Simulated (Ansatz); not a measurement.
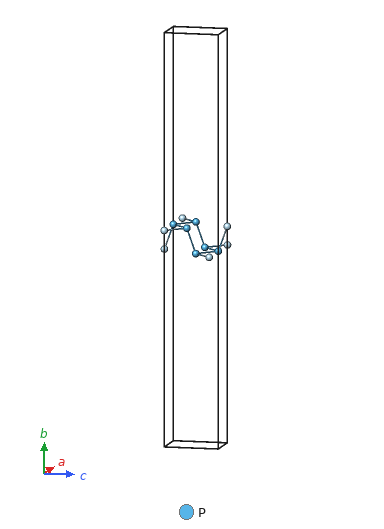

An orthographic ball-and-stick view of the structure, from the side at a slight tilt. The simulation cell is drawn as a box. Every bond is drawn to its end, so some atoms lie outside the box, in fainter colours.

P, a = 3.42 Å, b = 36.27 Å, c = 4.79 Å, α = 90.00°, β = 90.00°, γ = 90.00°.

All computed values are from Ansatz 0.2.0, DFT PBEsol, scalar-relativistic, plane waves, PAW. Settings: a basis cut at 420 eV, an 8×1×6 mesh of k-points, Gaussian smearing of 0.05 eV, no spin polarisation.

What is the electronic character?

Answer. A semiconductor at this level, with a gap of 1.10 eV on the k-mesh (the true edges may lie between mesh points, so the gap can be somewhat smaller).

Origin of the cell: a structure listed in the Materials Project. The cell was then strained or its atoms displaced on purpose. Ansatz was used for an electronic-structure calculation on it.

At this level of theory the run's own cell isn't at rest (forces up to 1.0 eV/Å), so its distances can differ from those at equilibrium, the more so the softer the solid.
